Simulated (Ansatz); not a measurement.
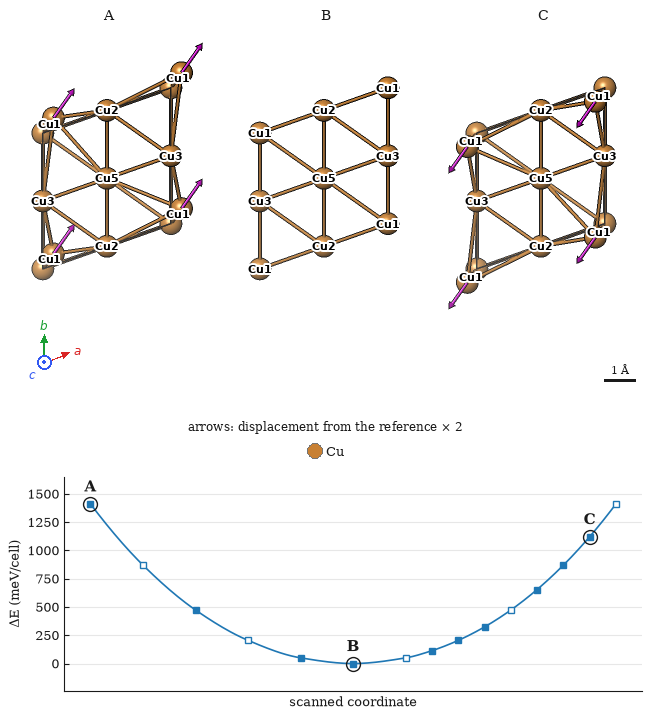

A scan of crystalline Cu (Fm-3m) along one coordinate. Hollow markers are points alike by symmetry, not computed again. A ball-and-stick model of the cell of the calculation, seen along the c axis. Purple arrows: displacements from the reference.

Theory: DFT PBE, scalar-relativistic, plane waves, PAW in Ansatz. Settings: plane-wave cutoff 420 eV; k-point mesh 12 × 12 × 12; occupations gaussian; smearing width 0.15 eV; no spin polarisation. Energies (free energies at the smearing named) are counted from the cell as listed in its source, which wasn't relaxed.

### What is being scanned?

A Cu atom (one in each cell of 8 atoms) is moved towards the nearest copy of atom 8 (Cu) at 3.615 Å, all else fixed. In the frames the displacement is −0.60 Å (A), 0.00 Å (B), 0.54 Å (C). The lowest computed point lies at the displacement 0.00 Å (0 meV/cell). The end points stand at 1412 meV/cell (−0.60 Å) and 1412 meV/cell (0.60 Å). The curvature at zero is about 7.1 eV/Å². The well is symmetric. At the highest point the shortest interatomic distance is 2.17 Å, against 2.56 Å in the reference. The distortion takes the space group from Fm-3m to I4mm.
